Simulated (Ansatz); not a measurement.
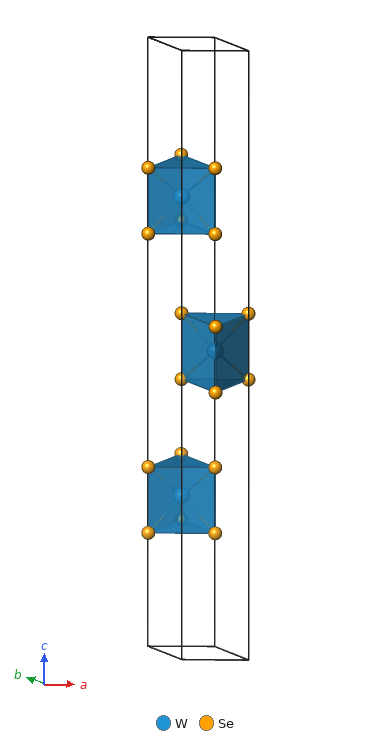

We look at a polyhedral model of the crystal from the side at a slight tilt. The frame is the simulation cell; atoms at its boundary are shown with their periodic copies. A few atoms beyond the faces are included.

WSe₂, a = 3.32 Å, b = 3.38 Å, c = 31.02 Å, α = 90.00°, β = 90.00°, γ = 121.71°.

Computational set-up: DFT PBE, scalar-relativistic, plane waves, PAW (Ansatz 0.2.0), plane-wave cutoff 420 eV, k-grid 12×12×1, Gaussian smearing of 0.05 eV, no spin polarisation.

Is it conducting or gapped at this level?

A semiconductor at this level, with a gap of 1.52 eV on the k-mesh (the true edges may lie between mesh points, so the gap can be somewhat smaller).

The model was built from a structure listed in the Materials Project. The cell was then strained or its atoms displaced on purpose. Ansatz was used for an electronic-structure calculation on it.
